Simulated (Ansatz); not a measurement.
C

Input

```
crystal:
  lattice:
    - [0.0, 1.9644192436, 1.7657701066]
    - [1.5671209696, 0.0, 1.7657701066]
    - [1.5671209696, 1.9644192436, 0.0]
  atoms:
    - { symbol: C, position: [0.5, 0.5, 0.5] }
    - { symbol: C, position: [0.75, 0.75, 0.75] }
basis:
  ecutwfc: 520.0
kpoints:
  mp_grid: { grid: [12, 12, 12] }
hamiltonian:
  xc: lda
  pseudopotentials: { kind: paw, azcp: { folder: soft_1 } }
scf:
  occupations: { method: gaussian, width: 0.05 }
output:
  forces: true
  stress: true
  eigenvalues: true
  write_density: true
  write_potential: true
  elf: true
  volumetric_format: npy
```

Launched as:

```sh
ansatz run input.yaml --threads 1 --pin off --max-ram 2048MiB --backend cpu --events-out ev --progress --plain --runs-dir out
```

Below, planes, directions and counts refer to the conventional cell (a = 3.13 Å, b = 3.53 Å, c = 3.93 Å, α = 90.00°, β = 90.00°, γ = 90.00°).

Space group Fddd; changed on purpose from its base cell (strain +e along x and -e along y -0.1125, strain +e along z and -e/2 along x and y +0.0000); computed pressure about 7 GPa in this cell; PAW files of the earlier set (soft_1).

Computed with Ansatz, DFT LDA, scalar-relativistic, plane waves, PAW.

Core electrons are frozen (PAW), and the valence fields are smoothed inside the atomic spheres.

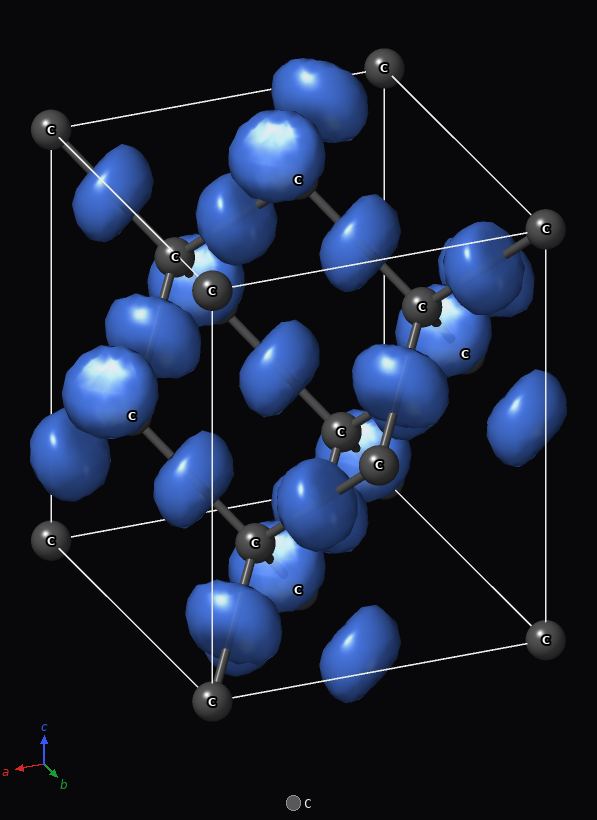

Figure 1. Isosurface of the ELF at 0.8 (blue), seen at an oblique angle. Core shells and regions of very low density are left out. Sticks mark near contacts.

### What do the ELF domains correspond to?

The surface consists of 16 regions between bonded C–C atoms, counted in one cell of 8 atoms. Any copies at cell faces, edges or corners count once.


C–C (1.54 Å): the ELF peaks at about 0.95 between the atoms.

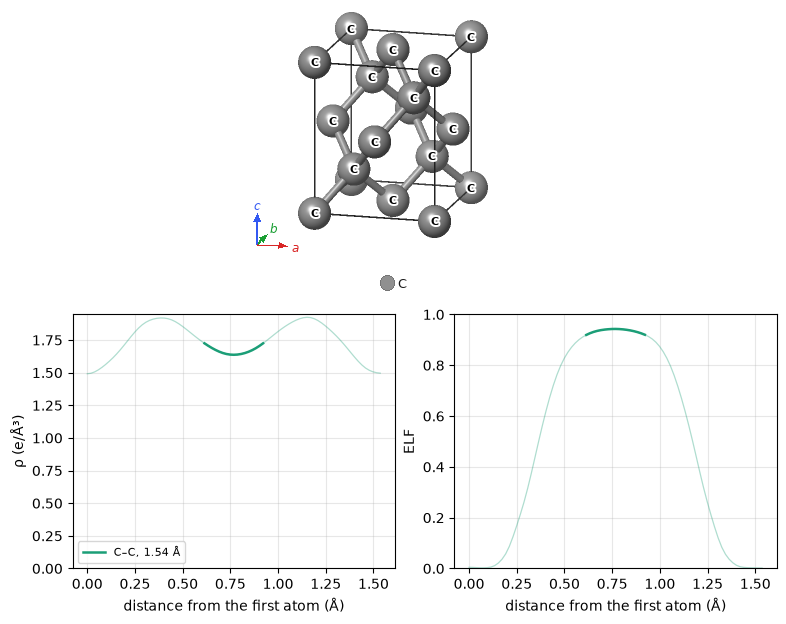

Figure 2. Valence electron density and electron localisation function along straight lines between neighbouring atoms. Thin, pale parts lie inside the atomic spheres. The structure is drawn too.

### What can be read from the curves?

C–C (1.54 Å): ρ is about 1.6 e/Å³ halfway; the ELF peaks at about 0.95 between the atoms.

### Does the calculation give a band gap?

It is gapless in this calculation (a metal or semimetal).
